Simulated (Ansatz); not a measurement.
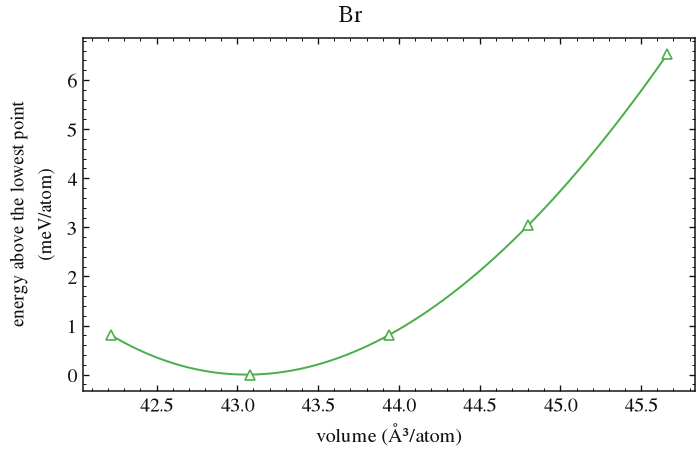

The picture above shows the energy above the lowest point against volume for Br, space group Fd-3m (No. 227) (one of a set of cubic test structures, which need not be the stable phase).

Method: equation of state of a cubic crystal from periodic Kohn-Sham density functional theory without spin, third-order Birch-Murnaghan fit to the free energies; pressure corrected for the finite basis (Ansatz 0.2.0 development build). Level: PBE.

- structure type: diamond
- atoms in cell: 2
- space group number: 227
- lattice centring: face-centred primitive
- k mesh: 14×14×14
- occupation method: Fermi–Dirac
- occupation width: 0.06123 eV
- wave cutoff: 700 eV
- datasets: soft-1 PAW
- density tolerance: 1e−09 eV
- bands: 11
- density cutoff ratio: 4
- search for lower states: default

From this curve and the settings, what does the calculation give for the pressure at the same points?

The pressure falls from 0.31 GPa at volume 42.22 Å³/atom to −0.76 GPa at 45.66 Å³/atom, and changes sign near 43.05 Å³/atom.

```tsv
volume (Å³/atom)	pressure (GPa)
42.22	0.31
43.08	-0.01
43.94	-0.29
44.80	-0.54
45.66	-0.76
```

Note: cubic model structure, not the ambient form; no spin polarisation, a magnetic state may lie lower.
